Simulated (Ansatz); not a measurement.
# Quasiparticle gap of MoS2/WSSe (van der Waals superlattice) (P3m1), part 2 of 3

Aim: the quasiparticle gap of MoS2/WSSe (van der Waals superlattice) (P3m1), starting from PBEsol.

Ansatz 0.2.0; PBEsol, then G0W0 on it, plane waves, PAW. Known limits of the many-body steps: finite bands, screening cutoff and k mesh; no spin-orbit coupling in G0W0.

So far. Step 2 (Relaxation): The program's warnings for this run: band table not solved further. The relaxed cell has a = 3.143, c = 13.146 Å (conventional setting).

The structure was built from a prototype and need not be the compound's stable phase.

## 3. Bands along the symmetry lines

Levels along a band path and on the mesh show where this functional puts the band edges.

This step: DFT, PBEsol, plane waves, PAW; PAW set soft_1.

The input, input.yaml:

```yaml
crystal:
  lattice:
    - [3.1427838334, 0.0, 0.0]
    - [-1.5713919167, 2.7217306383, 0.0]
    - [0.0, 0.0, 13.1456958318]
  atoms:
    - { symbol: Mo, position: [0.3333333333, 0.6666666667, 0.245649878] }
    - { symbol: S, position: [0.6666666667, 0.3333333333, 0.3635909853] }
    - { symbol: S, position: [0.6666666667, 0.3333333333, 0.1275944387] }
    - { symbol: W, position: [0.3333333333, 0.6666666667, 0.7548780888] }
    - { symbol: S, position: [0.6666666667, 0.3333333333, 0.8728038352] }
    - { symbol: Se, position: [0.6666666667, 0.3333333333, 0.6235115051] }
kpoints:
  mp_grid: { grid: [12, 12, 2] }
  band_path:
    path:
      - [[0.0, 0.0, 0.0], [0.5, 0.0, 0.0], [0.33333333, 0.33333333, 0.0], [0.0, 0.0, 0.0], [0.0, 0.0, 0.5], [0.5, 0.0, 0.5], [0.33333333, 0.33333333, 0.5], [0.0, 0.0, 0.5]]
      - [[0.5, 0.0, 0.5], [0.5, 0.0, 0.0]]
      - [[0.33333333, 0.33333333, 0.5], [0.33333333, 0.33333333, 0.0]]
    npoints: 10
hamiltonian:
  xc: pbesol
  pseudopotentials: { kind: paw, azcp: { folder: soft_1 }, xc_functional: pbe }
scf:
  occupations: { method: fermi_dirac, width: 0.02 }
  n_extra_bands: 6
output:
  eigenvalues: true
  forces: true
  stress: true
  write_density: true
  write_potential: true
  elf: true
  volumetric_format: npy
```

Command:

```console
> ansatz run input.yaml --threads 2 --pin off --max-ram 92160MiB --backend cuda --events-out ev --progress --plain --runs-dir out --devices 1 --max-vram 13GiB
```

Numbers of over 12 decimals in the logs are rounded to 6 here.

What it wrote:

```text
[...]
GPUs: using 1 of 1 available (devices: 1).
[...]
GPU FFT provider: cuFFT
GPU libraries: cuBLAS 13.8.2, cuFFT 12.4.0, cuSOLVER 12.3.4
Crystal: 6 atoms, lattice volume = 112.446 Å³
Basis set: ecut = 420 eV, 2179 PW (Γ), exchange–correlation on 48×48×180 points (8 copies of the dense FFT grid, shifted against one another)
Bands: 37, of which v1, the nominal top of the filled ones, is band 31 counted from 1 (30 counted from 0)
Symmetry: 6 space group operations
[...]
k-points: 38 of 288 (time reversal used)
[...]
GPU buffer pool allocated for 51840 grid points (all kernels)
[...]
SCF iter   1: F=—  HF=-23240.524126 eV  |F-HF|=—  |Δ(HF+E_count)|=         —  Δρ=5.06e-2  dr2=6.37e0  ethr=3.10e-3  ⟨swp⟩=8.8  Hψ=6626  notcnv=0
[...]
SCF iter  12: F=-23238.947452 eV  HF=-23238.947452 eV  |F-HF|=2.95e-10  |Δ(HF+E_count)|=   5.70e-9  Δρ=2.31e-6  dr2=1.31e-8  ethr=1.61e-10  ⟨swp⟩=20.6  Hψ=15503  notcnv=0
SCF 1 converged in 12 iterations: F = -23238.947452 eV  dr2 = 1.31e-8
[...]
NSCF: frozen V_eff on 93 k-points
SCF converged after 12 iterations
Free energy (F): -23238.947452 eV
[...]
Internal energy: -23238.947452 eV  (E = F + TS)
E sigma→0 (E₀):  -23238.947452 eV
Fermi energy:    11.513751 eV
[...]
--- Forces (eV/Å), atoms counted from 1 ---
  atom   1  Mo    -0.00000000     0.00000000    -0.00284063
  atom   2  S      0.00000000     0.00000000    -0.02072945
  atom   3  S     -0.00000000     0.00000000     0.01941086
  atom   4  W      0.00000000    -0.00000000    -0.00555469
  atom   5  S      0.00000000     0.00000000    -0.01508976
  atom   6  Se    -0.00000000     0.00000000     0.02475460
  max |Σ_I F_I| component: 4.91e-5 eV/Å
--- Stress (GPa, compression-positive) ---
        3.298810       0.000000      -0.000000
        0.000000       3.298810       0.000000
       -0.000000       0.000000       3.437398
  P = ⅓ Tr σ = 3.3450 GPa (33.450 kbar)
--- Band table (eV; the first three rows and the last of 38) ---
  k-point 0: bands = [... 27 lower, 9.7930, 9.7930, 9.8852, 11.0317, 13.1898, 13.1898, 13.4800, 13.4800, ... 2 higher]
  k-point 1: bands = [... 27 lower, 9.7928, 9.7928, 10.4928, 10.8391, 13.1894, 13.1894, 13.4812, 13.4812, ... 2 higher]
  k-point 2: bands = [... 27 lower, 9.6237, 9.7372, 10.0500, 10.9220, 13.0451, 13.1674, 13.3490, 13.3851, ... 2 higher]
  k-point 37: bands = [... 27 lower, 8.2542, 8.4118, 10.2915, 10.8249, 12.0863, 12.9607, 13.3348, 13.7253, ... 2 higher]
```

It took 13 s on 1 × NVIDIA H100 80GB HBM3 (shared by 6 runs) with 2 threads of AMD EPYC 7R13 (Zen 3), shared host; peak memory 1 GiB; 5.8 s of CPU time.

The column dr2 measures how far the density is from self-consistency, as an energy; F and HF (Harris–Foulkes) agree once it is small.

This step gave:

```yaml
pressure: 3.345 GPa
filled_bands: 31
gap: 1.000 eV
valence_top_at: Γ
conduction_bottom_at: k = (0.167, 0.167, 0.000)
least_direct_gap: 1.247 eV
```

Over mesh and path the gap is 1.000 eV, from k = Γ to k = (0.167, 0.167, 0.000). The least direct gap found is 1.247 eV, at k = (0.333, 0.333, 0.000).

Electronic bands along the path, in eV, zero at the top of the highest nominally filled band:

| point | band 28 | band 29 | band 30 | band 31 | band 32 | band 33 | band 34 | band 35 |
| --- | --- | --- | --- | --- | --- | --- | --- | --- |
| Γ | -1.24 | -1.24 | -1.15 | 0.00 | 2.16 | 2.16 | 2.45 | 2.45 |
| M | -1.64 | -1.58 | -0.98 | -0.94 | 1.67 | 2.12 | 2.83 | 2.91 |
| K | -3.36 | -2.28 | -0.74 | -0.19 | 1.05 | 1.93 | 2.09 | 2.87 |
| Γ | -1.24 | -1.24 | -1.15 | 0.00 | 2.16 | 2.16 | 2.45 | 2.45 |
| A | -1.24 | -1.24 | -0.54 | -0.19 | 2.16 | 2.16 | 2.45 | 2.45 |
| L | -1.64 | -1.28 | -1.08 | -0.94 | 1.67 | 2.16 | 2.77 | 2.91 |
| H | -2.78 | -2.62 | -0.74 | -0.21 | 1.05 | 1.93 | 2.30 | 2.69 |
| A | -1.24 | -1.24 | -0.54 | -0.19 | 2.16 | 2.16 | 2.45 | 2.45 |
| jump to L | -1.64 | -1.28 | -1.08 | -0.94 | 1.67 | 2.16 | 2.77 | 2.91 |
| M | -1.64 | -1.58 | -0.98 | -0.94 | 1.67 | 2.12 | 2.83 | 2.91 |
| jump to H | -2.78 | -2.62 | -0.74 | -0.21 | 1.05 | 1.93 | 2.30 | 2.69 |
| K | -3.36 | -2.28 | -0.74 | -0.19 | 1.05 | 1.93 | 2.09 | 2.87 |

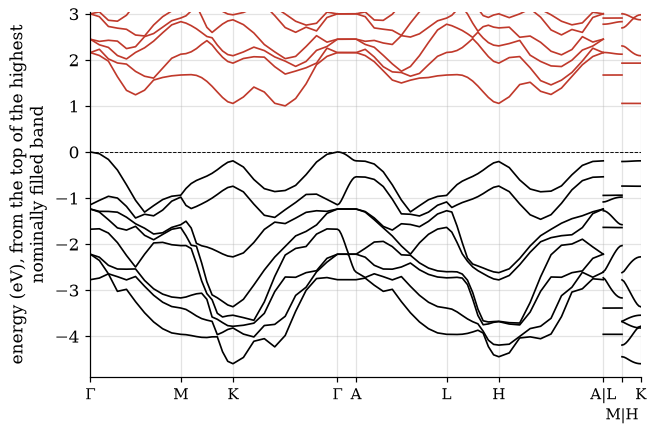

Electronic bands along the path; lines of filled and empty bands in two colours.

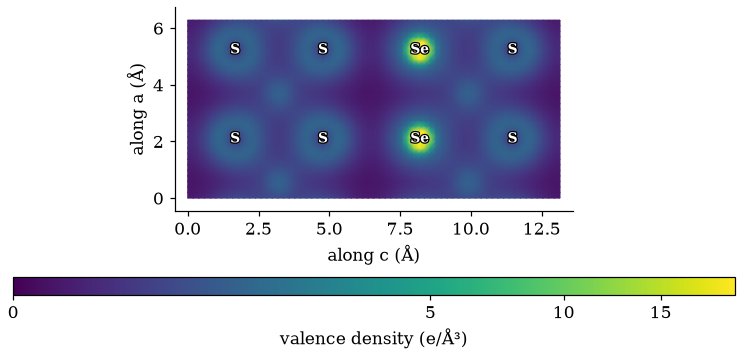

Valence density in the ca plane at fractional y = 0.333, with atoms of S and Se within 0.2 Å of it. It is the smooth field of the valence electrons, not physical close to the nuclei. The colour scale is stretched toward low values.

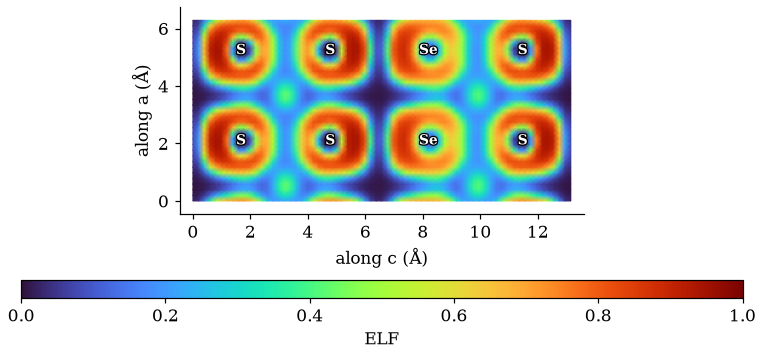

ELF in the ca plane at fractional y = 0.333, with atoms of S and Se within 0.2 Å of it. It is the smooth field of the valence electrons, not physical close to the nuclei.

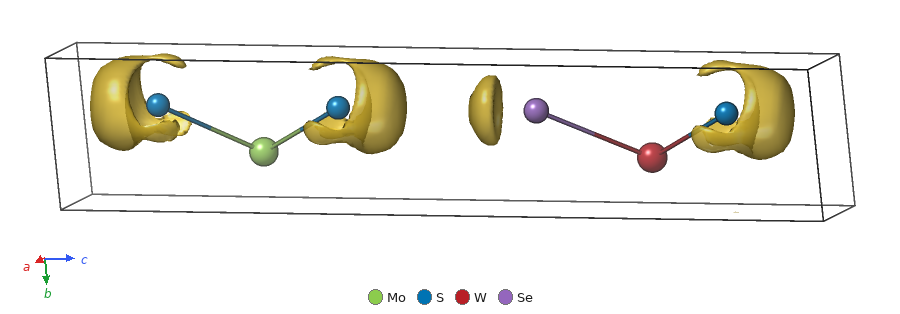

Surface of ELF = 0.85.

## 4. One-shot GW

G0W0 replaces the xc potential by a self-energy built once from the orbitals of the start. Levels are corrected in the window of bands that the input names, at points of the mesh.

This step: G0W0 on PBEsol, plane waves, PAW; PAW set soft_1.

input.yaml, the sections that differ from step 3:

```yaml
kpoints:
  mp_grid: { grid: [9, 9, 2] }
scf:
  occupations: { method: fixed }
gw:
  n_empty_bands: 469
  ecut_chi: 150.0
  qp_bands: [v2, c2]
  qp_kpoints: band_edges
  screening: { model: contour_deformation }
# crystal, hamiltonian: as in step 3
# output: removed
```

What it wrote:

```text
GPUs: using 1 of 1 available (devices: 1).
[...]
GPU FFT provider: cuFFT
GPU libraries: cuBLAS 13.8.2, cuFFT 12.4.0, cuSOLVER 12.3.4
Crystal: 6 atoms, lattice volume = 112.446 Å³
Basis set: ecut = 420 eV, 2179 PW (Γ)
Bands: 38, of which v1, the nominal top of the filled ones, is band 31 counted from 1 (30 counted from 0)
Symmetry: 6 space group operations
[...]
k-points: 24 of 162 (time reversal used)
[...]
GPU buffer pool allocated for 51840 grid points (all kernels)
[...]
SCF iter   1: F=—  HF=-23240.523425 eV  |F-HF|=—  |Δ(HF+E_count)|=         —  Δρ=5.05e-2  dr2=6.35e0  ethr=3.10e-3  ⟨swp⟩=5.0  Hψ=3610  notcnv=0  defer=112
[...]
SCF iter  12: F=-23238.947285 eV  HF=-23238.947285 eV  |F-HF|=1.39e-9  |Δ(HF+E_count)|=   6.13e-9  Δρ=2.49e-6  dr2=1.21e-8  ethr=1.61e-10  ⟨swp⟩=2.0  Hψ=1706  notcnv=0
SCF 1 converged in 12 iterations: F = -23238.947285 eV  dr2 = 1.21e-8
[...]
NSCF: frozen V_eff on 24 k-points, pencils in batches of 32, up to order 152
the band table was solved once the SCF had ended and its energy, with any forces and stress, was formed, with the checks that follow a solve (3646 applications of the Hamiltonian). They found nothing against the state; the energy, forces and stress were not computed again (output.eigenvalues in the input reference)
[...]
G₀W₀ screening: q 1/24
[... further progress lines ...]
[...]
SCF converged after 12 iterations
Free energy (F): -23238.947285 eV
[...]
Internal energy: -23238.947285 eV  (E = F + TS)
E sigma→0 (E₀):  -23238.947285 eV
Fermi energy:    11.031655 eV
[...]
--- Band table (eV; the first three rows and the last of 24) ---
  k-point 0: bands = [... 27 lower, 9.7930, 9.7930, 9.8852, 11.0317, 13.1898, 13.1898, 13.4801, 13.4801, ... 3 higher]
  k-point 1: bands = [... 27 lower, 9.7928, 9.7928, 10.4928, 10.8391, 13.1894, 13.1894, 13.4812, 13.4812, ... 3 higher]
  k-point 2: bands = [... 27 lower, 9.5188, 9.7422, 10.0740, 10.8275, 12.9565, 12.9968, 13.2657, 13.5114, ... 3 higher]
  k-point 23: bands = [... 27 lower, 8.2542, 8.4118, 10.2916, 10.8250, 12.0862, 12.9607, 13.3348, 13.7253, ... 3 higher]
--- G₀W₀: contour deformation, 7 samples at zero and on the imaginary axis and 2 off it, 162 q-points, 469 empty bands' worth ---
  eigenvalues of the whole cell's RPA ε∞ on this k-mesh (on a slab, of 1 + 4πα/V) = 5.3078, 13.5295, 13.5295; static W/v taken at q = 0 is 0.092812
  gw.qp_kpoints: band_edges: 19 of 24 stored k-points solved, in 1 pass; an edge of the gap read off the rows below is read off those points alone
    valence top: of the k-points left out ik 16 came nearest to being solved in a further pass, in band 31 (counted from 1, as in the quasiparticle table): it holds the edge there only if its correction is more favourable than any solved in that band by at least 0.601 eV; those differ by 0.291 eV
    conduction bottom: of the k-points left out ik 15 came nearest to being solved in a further pass, in band 32 (counted from 1, as in the quasiparticle table): it holds the edge there only if its correction is more favourable than any solved in that band by at least 0.458 eV; those differ by 0.289 eV
    ik  band        ε_KS         Σx   Σc(E_QP)       V_xc       Z   E_QP_lin       E_QP  E_QP is
     0    30      9.8852   -18.1555     1.0938   -16.8636  0.7406     9.6864     9.6871  root
     0    31     11.0317   -19.4311     0.5367   -18.7343  0.7491    10.8714    10.8716  root
     0    32     13.1898   -13.6554    -4.3968   -18.4178  0.7423    13.5578    13.5553  root
     0    33     13.1898   -13.6554    -4.3968   -18.4178  0.7423    13.5578    13.5553  root
     1    30     10.4928   -19.0964     0.7462   -18.2037  0.7452    10.3460    10.3462  root
     1    31     10.8391   -18.9956     0.7853   -17.9765  0.7518    10.6047    10.6053  root
     1    32     13.1894   -13.6538    -4.3971   -18.4162  0.7422    13.5572    13.5547  root
     1    33     13.1894   -13.6538    -4.3971   -18.4162  0.7422    13.5572    13.5547  root
     2    30     10.0740   -18.8519     1.4228   -17.0710  0.7534     9.7139     9.7159  root
     2    31     10.8275   -19.4296     0.6923   -18.5578  0.7495    10.6477    10.6480  root
     2    32     12.9565   -13.5161    -4.2614   -18.0799  0.7413    13.2607    13.2589  root
     2    33     12.9968   -13.7011    -4.4029   -18.4868  0.7458    13.3823    13.3796  root
     3    30     10.4122   -19.2929     0.8472   -18.2768  0.7467    10.2429    10.2433  root
     3    31     10.7433   -19.1523     0.8928   -18.0128  0.7520    10.4958    10.4965  root
     3    32     12.9624   -13.7008    -4.4055   -18.5006  0.7485    13.3594    13.3567  root
     3    33     13.0290   -13.6164    -4.2921   -18.2021  0.7350    13.3245    13.3226  root
     4    30      9.7405   -18.8408     1.5971   -16.8730  0.7487     9.3675     9.3698  root
     4    31     10.1661   -19.1883     1.1137   -17.8442  0.7477     9.9348     9.9357  root
     4    32     12.2996   -12.9084    -3.9928   -17.1807  0.7557    12.5802    12.5791  root
     4    33     12.8642   -14.3839    -4.2610   -18.9877  0.7329    13.2094    13.2070  root
     5    30      9.8632   -19.3066     1.1152   -18.0241  0.7416     9.6954     9.6958  root
     5    31     10.1704   -19.1356     1.1437   -17.7416  0.7492     9.9191     9.9201  root
     5    32     12.5479   -13.5308    -4.1793   -18.0342  0.7446    12.8738    12.8720  root
     5    33     12.7460   -13.2569    -4.1285   -17.6847  0.7603    13.0467    13.0453  root
     6    30      9.6479   -18.8718     1.3890   -17.2374  0.7431     9.4012     9.4025  root
     6    31      9.8095   -19.3203     1.5560   -17.3728  0.7588     9.4153     9.4179  root
     6    32     12.5118   -13.4998    -4.2776   -18.1293  0.7470    12.8659    12.8637  root
     6    33     12.6422   -15.3601    -4.4189   -20.2293  0.7317    13.0964    13.0924  root
     8    30      9.9444   -18.4222     1.3014   -16.8269  0.7544     9.6492     9.6506  root
     8    31     10.0654   -18.7744     1.5635   -16.7600  0.7637     9.6112     9.6144  root
     8    32     12.6815   -16.4796    -4.7120   -21.7454  0.7255    13.2419    13.2351  root
     8    33     13.0477   -14.6726    -4.8127   -19.9248  0.7236    13.4927    13.4871  root
    10    30     10.0680   -19.0945     1.4353   -17.2934  0.7550     9.7003     9.7022  root
    10    31     10.4475   -19.3101     1.0798   -17.9734  0.7507    10.1896    10.1905  root
    10    32     12.3891   -13.0202    -3.9586   -17.2439  0.7539    12.6552    12.6541  root
    10    33     12.8550   -13.8630    -4.5341   -18.8532  0.7519    13.3147    13.3112  root
    11    30     10.1167   -19.3869     1.0910   -18.0808  0.7477     9.9010     9.9016  root
    11    31     10.4513   -19.3005     1.0779   -17.9610  0.7514    10.1888    10.1897  root
    11    32     12.5803   -13.5313    -4.1128   -17.9501  0.7445    12.8879    12.8863  root
    11    33     12.7007   -13.5012    -4.2480   -18.1126  0.7570    13.0662    13.0641  root
[...]
21    30      9.9960   -19.1906     0.6616   -18.4932  0.7406     9.9602     9.9602  root
    21    31     10.5060   -18.5354     0.7037   -17.6201  0.7586    10.2938    10.2943  root
    21    32     12.4645   -15.9732    -4.2525   -20.6855  0.7309    12.9283    12.9243  root
    21    33     13.2301   -14.6283    -4.2288   -19.1699  0.7528    13.5446    13.5429  root
    22    30     10.2881   -19.1673     0.3436   -18.8300  0.7426    10.2944    10.2944  root
    22    31     10.8394   -18.6048     0.4165   -18.0117  0.7605    10.6624    10.6627  root
    22    32     12.0859   -16.1415    -3.9829   -20.5955  0.7372    12.5604    12.5570  root
    22    33     12.9608   -15.7831    -4.0492   -20.1625  0.7557    13.2926    13.2909  root
    23    30     10.2916   -19.1929     0.3362   -18.8664  0.7424    10.3013    10.3013  root
    23    31     10.8250   -18.5125     0.4186   -17.9137  0.7608    10.6445    10.6448  root
    23    32     12.0862   -16.1414    -3.9826   -20.5950  0.7372    12.5607    12.5573  root
    23    33     12.9607   -15.7806    -4.0491   -20.1597  0.7557    13.2924    13.2908  root
```

Run time: 1.9 min. Hardware: 1 × NVIDIA H100 80GB HBM3 (shared by 6 runs) with 2 threads; peak memory 2.7 GiB.

Numbers from this step:

| Property | Result |
| --- | --- |
| bands summed | 500 |
| RPA ε∞ on this mesh (eigenvalues) | 5.308, 13.53, 13.53 |
| plane waves in the screening matrix | 489 |
| q-points in the mesh | 162 |
| G0W0 gap over the corrected points | 1.530 eV |
| k of the valence top | 0, 0, 0 |
| k of the conduction bottom | 0.1111, 0.2222, 0 |
| starting gap on the mesh | 1.054 eV |
| Z at the valence top | 0.7491 |
| Z at the conduction bottom | 0.7570 |
| least direct G0W0 gap over the corrected points | 1.894 eV |

Over 19 of 24 irreducible mesh points the G0W0 gap is 1.530 eV, from k = Γ to k = (0.111, 0.222, 0.000). The PBEsol gap of this run on the mesh is 1.054 eV. Other states bound it: the two that bound the G0W0 gap lie 1.076 eV apart in PBEsol, so state for state the correction is 1.530 − 1.076 = +0.454 eV, while gap against gap it is 1.530 − 1.054 = +0.476 eV. The start of this run differs from the step before in mesh (12×12×2 and 9×9×2).

Labels follow the order of the start: v1 is the top filled band, c1 the lowest empty one; levels that stay degenerate share a row, the window can cut a multiplet, doubted levels are not marked in this list, bands outside the window were not corrected, and the list may be a part of the corrected levels. The levels before and after the correction (eV, zero at the valence-band top of each column):

|  | conduction bottom | valence top |
| --- | --- | --- |
| Kohn-Sham | 1.05 | 0.00 |
| G0W0 | 1.53 | 0.00 |

|  | level | occupation | energy (eV) |
| --- | --- | --- | --- |
| Kohn-Sham | Γ v2 | 2 | -1.146 |
| Kohn-Sham | Γ v1 | 2 | 0.000 |
| Kohn-Sham | Γ c1-c2 | 0 | 2.158 |
| Kohn-Sham | (0.111 0.222 0) v2 | 2 | -1.362 |
| Kohn-Sham | (0.111 0.222 0) v1 | 2 | -0.903 |
| Kohn-Sham | (0.111 0.222 0) c1 | 0 | 1.076 |
| Kohn-Sham | (0.111 0.222 0) c2 | 0 | 1.708 |
| G0W0 | Γ v2 | 2 | -1.185 |
| G0W0 | Γ v1 | 2 | 0.000 |
| G0W0 | Γ c1-c2 | 0 | 2.684 |
| G0W0 | (0.111 0.222 0) v2 | 2 | -1.613 |
| G0W0 | (0.111 0.222 0) v1 | 2 | -1.034 |
| G0W0 | (0.111 0.222 0) c1 | 0 | 1.530 |
| G0W0 | (0.111 0.222 0) c2 | 0 | 2.264 |

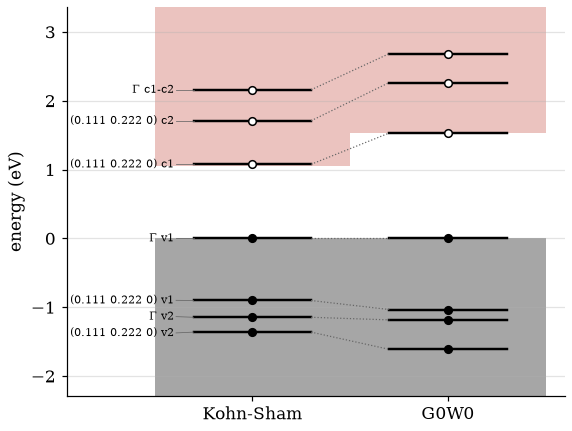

Levels before and after the correction. Shaded: valence and conduction bands. Filled marks are occupied levels, open marks empty ones.

The parts of the quasiparticle energy for the two states that bound the G0W0 gap, in eV on the run's own scale (QP = start + Σx + Σc − Vxc, with Σc at the quasiparticle energy):

| edge | k | band | start | Σx | Σc | Vxc | Z | QP |
| --- | --- | --- | --- | --- | --- | --- | --- | --- |
| valence top | Γ | 31 | 11.032 | −19.431 | 0.537 | −18.734 | 0.749 | 10.872 |
| conduction bottom | (0.111, 0.222, 0.000) | 32 | 12.107 | −13.053 | −3.901 | −17.248 | 0.757 | 12.402 |

(Continued in part 3 of 3.)

[Paths, hosts, dates, memory and timing lines, banners, echoed tables and standing remarks are left out of the program output.]

[Logs are printed without paths, hosts, clocks, repeated set-up lines and the standing remarks that a program may print on its own settings, such as how far it seeks lower states.]

[Runs of the session that timed out or met a known fault of the program may be left out.]

[Cells called generated may have been cut or substituted from an entry of the Crystallography Open Database or the Materials Project.]

[Hosts, paths, dates, database ids (printed as entryN), source tags and the programs' standing remarks are cut or masked in the printed files.]

[Where an RPA ε∞ is given, it is that of the G0W0 mesh and is not shown converged in it. Names of k-points follow the symmetry that the program found, which can be lower than the space group named. Band edges on a path are those of the sampled points; other points can move an edge, and change direct to indirect where valleys lie close.]

[Hybrid gaps are those of their k-mesh and are not shown converged in it.]
